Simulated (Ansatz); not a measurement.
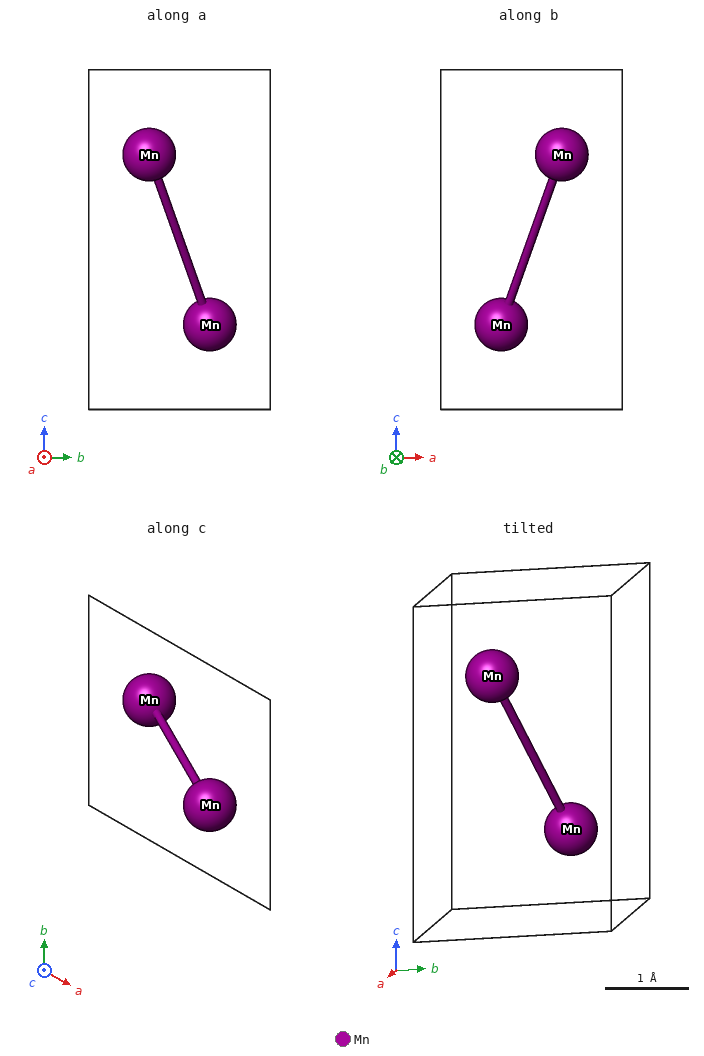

A ball-and-stick rendering, viewed along the a axis, along the b axis, along the c axis and slightly off an axis. The parallelepiped is the conventional unit cell.

Lattice parameters: a = 2.5304 Å, b = 2.5304 Å, c = 4.0979 Å, α = 90.000°, β = 90.000°, γ = 120.000°.

### Give the structure in the form of a CIF with its space group and independent sites.

```cif
data_structure
_symmetry_space_group_name_H-M 'P 63/m m c'
_symmetry_Int_Tables_number 194
_cell_length_a 2.5304
_cell_length_b 2.5304
_cell_length_c 4.0979
_cell_angle_alpha 90.000
_cell_angle_beta 90.000
_cell_angle_gamma 120.000
_cell_volume 22.72
loop_
_atom_site_label
_atom_site_type_symbol
_atom_site_symmetry_multiplicity
_atom_site_Wyckoff_symbol
_atom_site_fract_x
_atom_site_fract_y
_atom_site_fract_z
_atom_site_occupancy
Mn1 Mn 2 c 0.3333 0.6667 0.2500 1
```

It goes back to a structure type filled with this element by a generator (whether the element takes this form wasn't checked). Earlier steps of the study may have refined or changed the cell and positions. A calculation with Ansatz used it as input.

At this level of theory the cell isn't at rest (stretched, at -4 GPa), so its distances can differ from those at equilibrium, the more so the softer the solid.
